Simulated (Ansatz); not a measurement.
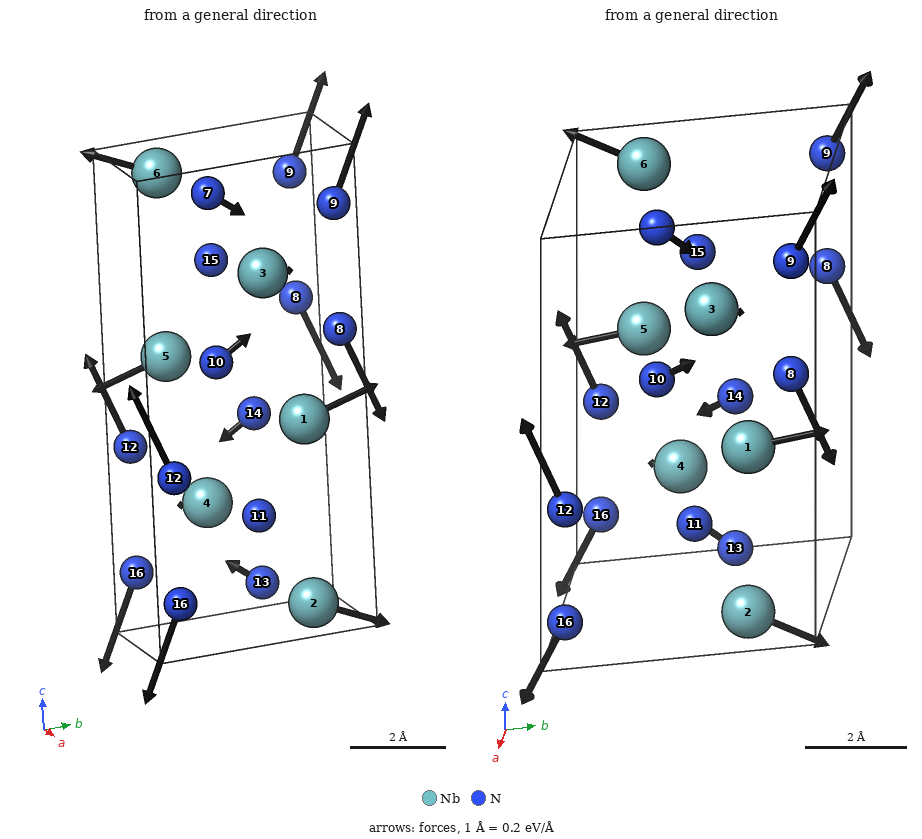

Shown here is a spheres-only view of the crystal, taken from two general directions. The lines enclose the cell (the run's own, in a reduced setting); boundary atoms appear with their images. The arrows are the computed forces on the atoms.

System: Nb₃N₅. Run with DFT r2SCAN, scalar-relativistic, plane waves, PAW (Ansatz) and these settings: a cutoff energy of 500 eV, k-points about 0.22 Å⁻¹ apart, Gaussian smearing of 0.02 eV, no spin polarisation.

> Is the structure at rest?

No. The atoms still feel forces of up to about 0.39 eV/Å, far above a usual threshold of 0.01 to 0.03 eV/Å.

> Where does the largest force act?

N8, N9, N12 and N16, about 0.39 eV/Å.

The initial geometry was a structure listed in the Materials Project. Earlier steps of the study may have refined or changed the cell and positions. It was run through Ansatz as a DFT input.
